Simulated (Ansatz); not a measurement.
# Ga2As: what the fields show

Input

```
crystal:
  lattice:
    - [5.7193895639, 0.0, 0.0]
    - [0.0, 5.7193895639, 0.0]
    - [0.0, 0.0, 5.7193895639]
  atoms:
    - { symbol: Ga, position: [0.25, 0.25, 0.25] }
    - { symbol: Ga, position: [0.25, 0.75, 0.75] }
    - { symbol: Ga, position: [0.75, 0.75, 0.25] }
    - { symbol: Ga, position: [0.75, 0.25, 0.75] }
    - { symbol: As, position: [0.0, 0.0, 0.0] }
    - { symbol: As, position: [0.5, 0.5, 0.5] }
basis:
  ecutwfc: 420
kpoints:
  mp_grid: { grid: [8, 8, 8] }
hamiltonian:
  xc: pbe
scf:
  occupations: { method: gaussian, width: 0.1 }
output:
  forces: true
  stress: true
  eigenvalues: true
  write_density: true
  write_potential: true
  elf: true
  volumetric_format: npy
relax:
  adjacent_minimum: "off"
  f_tol: 0.01
  max_steps: 80
  cell: { stress_tol: 0.05 }
```

Run with:

```sh
ansatz run input.yaml --threads 1 --pin off --max-ram 2560MiB --backend cpu --events-out ev --progress --plain --runs-dir out
```

Below, planes, directions and counts refer to the conventional cell (a = 5.75 Å, b = 5.75 Å, c = 5.75 Å, α = 90.00°, β = 90.00°, γ = 90.00°).

The fields are those of the relaxed geometry.

Space group Pn-3m; a structure generated by program, which may or may not match a known phase.

Level of theory: DFT PBE, scalar-relativistic, plane waves, PAW (Ansatz).

In a PAW calculation such maps are meaningful between the atoms, not at the nuclei.

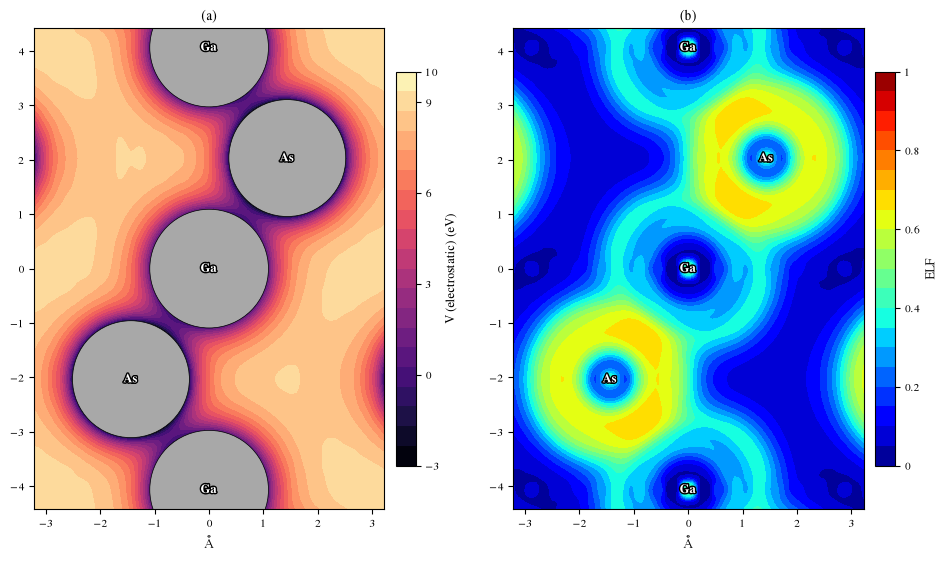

Figure 1. (a) electrostatic potential energy of an electron; (b) ELF on the (011̄) plane of the conventional cell. Grey discs cover the atomic cores in the potential map.

Read the bonding off the picture.

Answer.
- Atoms in the plane: Ga and As.
- Ga–As (2.49 Å): the ELF is about 0.60 at the midpoint.
- Outside the cores the potential energy rises away from the atoms and is highest about 2.5 Å from the nearest atoms; its zero is arbitrary.

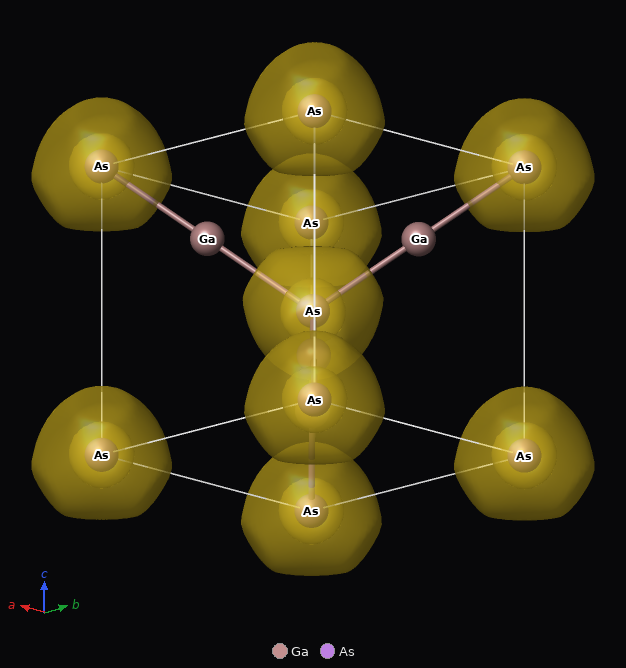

Figure 2. Isosurface of the ELF at 0.55 (yellow), seen at an oblique angle. Core shells and regions of very low density are left out. Sticks mark near contacts.

Identify the bonds, lone pairs and shells in this picture.

Answer. The ELF exceeds this value in two regions on As in which the atom's valence shell and bonds are merged, counted in one cell of 6 atoms. Regions shared between cells count once.

Metal or insulator at this level of theory?

Answer. It is metallic or semimetallic at this level of theory: no gap opens.
